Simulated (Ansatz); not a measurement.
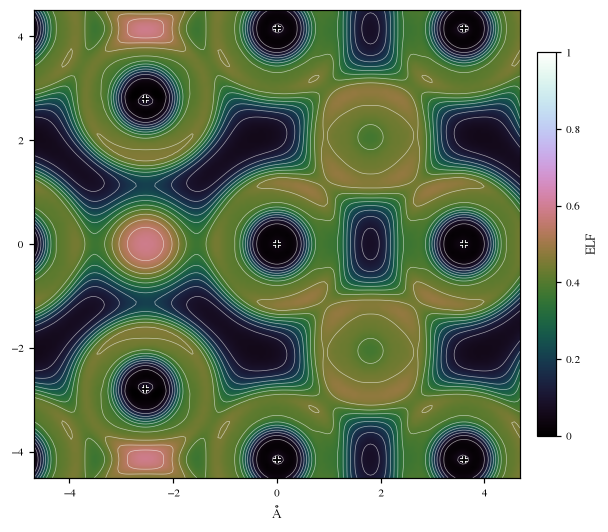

The electron localisation function on a plane through atoms (crosses mark nuclei in the plane).

Theory: Ansatz, DFT r2SCAN, scalar-relativistic, plane waves, PAW.

Candidates:
A. Ge, a = 8.67 Å, b = 6.00 Å, c = 5.75 Å, α = 90.00°, β = 90.00°, γ = 90.00°. Space group Cmce; a structure from a database of computed crystals, not necessarily the ambient phase.
B. Zr₃Si, a = 6.17 Å, b = 6.17 Å, c = 5.31 Å, α = 90.00°, β = 90.00°, γ = 120.00°. Space group P-62c; a structure from a database of computed crystals, not necessarily the ambient phase; changed on purpose from its base cell (strained and moved within a subgroup); not relaxed (largest force 1.8 eV/Å); computed pressure about −7 GPa in this cell.

Which system is this?

Candidate A: Ge on the (011̄) plane of the conventional cell, which holds Ge.
